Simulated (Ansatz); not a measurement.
Geometry relaxation of Co (part 3 of 3)

Co (slab, 3 atoms in the cell); DFT PBEsol, scalar-relativistic, plane waves, PAW, spin-polarised (Ansatz 0.2.0); cutoff 420 eV, 12×12×1 k-mesh, Gaussian smearing of 0.1 eV, collinear spins. The structure derives from a Materials Project entry. The input holds or restrains some coordinates. Forces given for the steps count only the free coordinates. It belongs to a series of runs on one base structure; here: clean slab, lower half held.

Geometry of the input (Å; fractional positions):
```
2.4564  0.0000  0.0000
-1.2282  2.1273  0.0000
0.0000  0.0000  20.9695
Co 0.6667  0.3333  0.4054
Co 0.3333  0.6667  0.5000
Co 0.6667  0.3333  0.5946
```

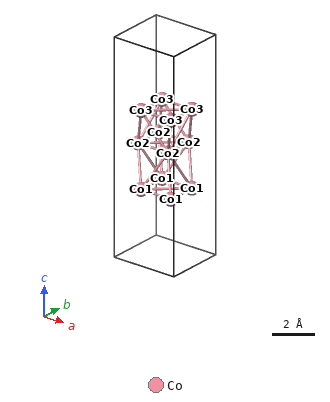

The geometry at step 3 of the log (ball-and-stick view of the 2 × 2 repeat of the cell, with the vacuum cut short, seen slightly off an axis; atoms are numbered from 1 in the order of the input).

### Trajectory as extended XYZ (Å, eV, eV/Å), 4 frames, from step=1 to step=4
```
3
Lattice="2.4564 0.0000 0.0000 -1.2282 2.1273 0.0000 0.0000 0.0000 20.9695" Properties=species:S:1:pos:R:3:forces:R:3 step=1 energy=-15277.29524
Co    1.2282    0.7091    8.5000    0.0000   0.0000   0.1993
Co    0.0000    1.4182   10.4847    0.0000   0.0000   0.0005
Co    1.2282    0.7091   12.4695    0.0000   0.0000  -0.2000
3
Lattice="2.4564 0.0000 0.0000 -1.2282 2.1273 0.0000 0.0000 0.0000 20.9695" Properties=species:S:1:pos:R:3:forces:R:3 step=2 energy=-15277.29917
Co    1.2282    0.7091    8.5000    0.0000   0.0000   0.1211
Co    0.0000    1.4182   10.4725    0.0000   0.0000  -0.0001
Co    1.2282    0.7091   12.4450    0.0000   0.0000  -0.1211
3
Lattice="2.4564 0.0000 0.0000 -1.2282 2.1273 0.0000 0.0000 0.0000 20.9695" Properties=species:S:1:pos:R:3:forces:R:3 step=3 energy=-15277.30131
Co    1.2282    0.7091    8.5000    0.0000   0.0000   0.0098
Co    0.0000    1.4182   10.4563    0.0000   0.0000  -0.0011
Co    1.2282    0.7091   12.4124    0.0000   0.0000  -0.0088
3
Lattice="2.4564 0.0000 0.0000 -1.2282 2.1273 0.0000 0.0000 0.0000 20.9695" Properties=species:S:1:pos:R:3:forces:R:3 step=4 energy=-15277.30131
Co    1.2282    0.7091    8.5000    0.0000   0.0000   0.0098
Co    0.0000    1.4182   10.4563    0.0000   0.0000  -0.0011
Co    1.2282    0.7091   12.4124    0.0000   0.0000  -0.0088
```

### Results in brief

| quantity | value |
| --- | --- |
| outcome | converged under the restraints of the input |
| electrons treated | 51 |
| free energy | −15277.3013 eV |
| work function, top face | 5.12 eV |
| work function, bottom face | 5.12 eV |
| Fermi energy | 1.990 eV |
| gap on the k-point mesh | none (metallic) |
| net moment of the cell | 5.09 μB |
| integrated absolute moment | 5.51 μB |
| final volume | 109.58 Å³ |
| work function (upper face) | 5.12 eV |
| largest force (length of the vector) at the end, held atoms and coordinates included | 0.010 eV/Å |
| hardware | 1 thread of Intel Xeon @ 2.50GHz (Skylake/Cascade Lake), 32 GiB of memory available, shared host |
| wall time | 77 s |
| peak memory | 0.44 GiB |

### Notes

Warnings of the run: the exchange-correlation potential is rough where the density is thin.
